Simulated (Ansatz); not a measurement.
## Electronic structure of LiF in real space

The calculation's input:

```
crystal:
  lattice:
    - [3.0613013604, -0.0185233361, -0.008859801]
    - [-1.5466923599, 2.6185795547, 0.0139827561]
    - [-0.0284247249, 0.0353895374, 9.9061428034]
  atoms:
    - { symbol: Li, position: [-0.0107270168, -0.0336212642, 0.001044845] }
    - { symbol: Li, position: [0.358860141, 0.6630114185, 0.2433198694] }
    - { symbol: Li, position: [-0.0988682452, -0.0595662318, 0.5067381618] }
    - { symbol: Li, position: [0.6671837962, 0.3582910496, 0.7561682572] }
    - { symbol: F, position: [0.0347880497, 0.0313024538, 0.1835945009] }
    - { symbol: F, position: [0.4433677796, 0.6954978675, 0.4212834892] }
    - { symbol: F, position: [-0.0494906177, 0.0129481043, 0.6712796837] }
    - { symbol: F, position: [0.6407527488, 0.2835769229, 0.9287062783] }
kpoints:
  mp_grid: { grid: [6, 6, 2] }
hamiltonian:
  xc: pbesol
scf:
  occupations: { method: fermi_dirac, width: 0.05 }
relax:
  f_tol: 0.01
  cell: {}
  max_steps: 120
output:
  write_density: true
  write_potential: true
  elf: true
  volumetric_format: npy
```

Command:

```sh
ansatz run input.yaml --threads 4 --pin off --max-ram 4608MiB --backend cpu --events-out ev --progress --plain --runs-dir out
```

Below, planes, directions and counts refer to the conventional cell (a = 3.07 Å, b = 3.07 Å, c = 9.84 Å, α = 89.98°, β = 90.01°, γ = 120.06°).

The fields are those of the run's last geometry, not of the input's.

Space group P6₃mc; started from the 4H polytype prototype, which need not be the ambient phase; changed on purpose from its base cell (shaken).

These are results of DFT, PBEsol, plane waves, PAW (Ansatz), not measurements.

Core electrons are frozen (PAW), and the valence fields are smoothed inside the atomic spheres.

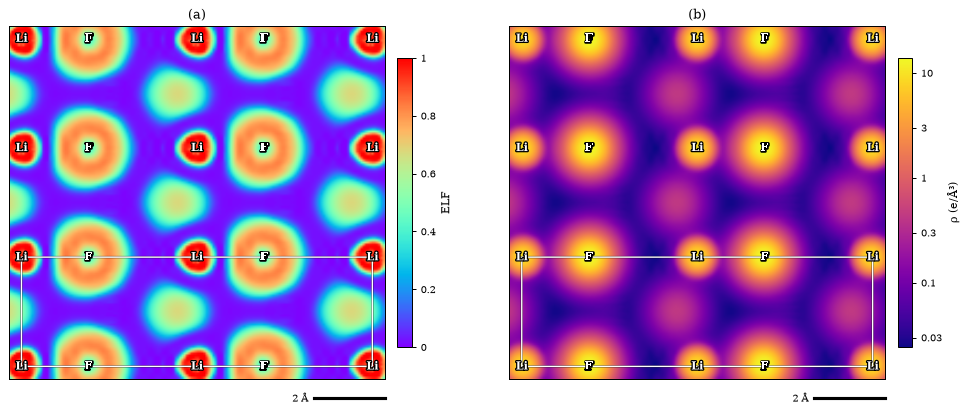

Figure 1. (a) ELF; (b) valence charge density (pseudo) on the (11̄0) plane of the conventional cell.

Q: What does the map show?

A: The section cuts through Li and F sites. Atoms just off the plane (Li, 0.9 Å away and F, 0.9 Å away) can leave unmarked features too. Li–F (1.88 Å): the density is about 0.4 e/Å³ at the midpoint; the ELF peaks at about 0.85 in the valence shell of F, 0.7 Å from its nucleus, and falls to about 0 next to Li: an ionic contact with no shared pair. Between the atoms the lowest density in this plane is 0.02 e/Å³. The features right at Li lie inside the PAW spheres, where the map follows smoothed inner orbitals and isn't to be read closely.

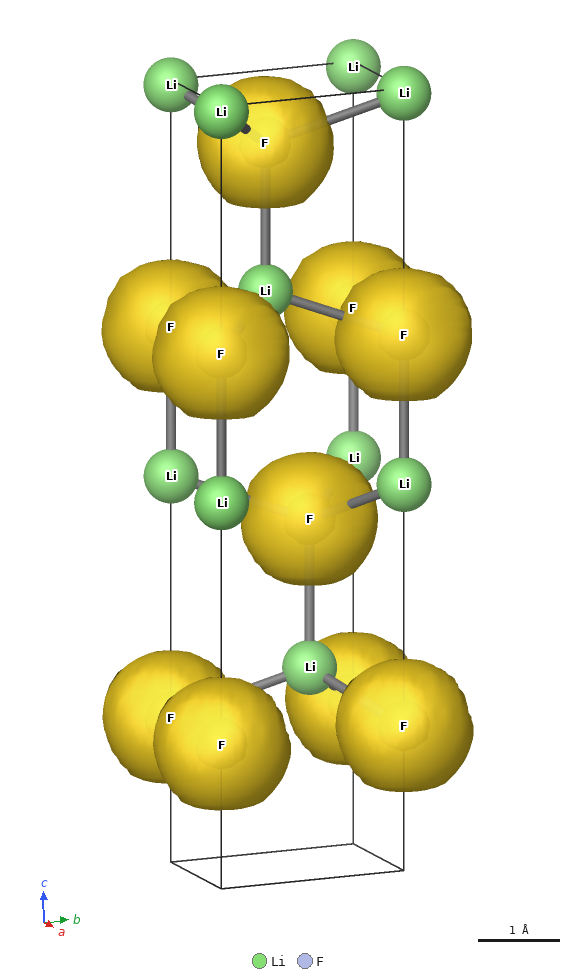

Figure 2. Isosurface of the electron localisation function at 0.7 (yellow), seen slightly off an axis. Only the valence region is drawn (cores and ρ < 0.01 e/Å³ removed). Sticks mark near contacts.

Q: Where are the electrons localised?

A: The surface consists of four regions wrapped around F (the valence shell of each), counted in one cell of 8 atoms. Any copies at cell faces, edges or corners count once. Profiles from the grid: Li–F (1.86 Å): the ELF peaks at about 0.85 in the valence shell of F, 0.6 Å from its nucleus, and falls to about 0 next to Li: an ionic contact with no shared pair.

Q: Metal or insulator at this level of theory?

A: It is gapped, with a Kohn–Sham gap of 7.7 eV on the k-point mesh (the band edges may lie off the mesh, which would make the gap smaller).
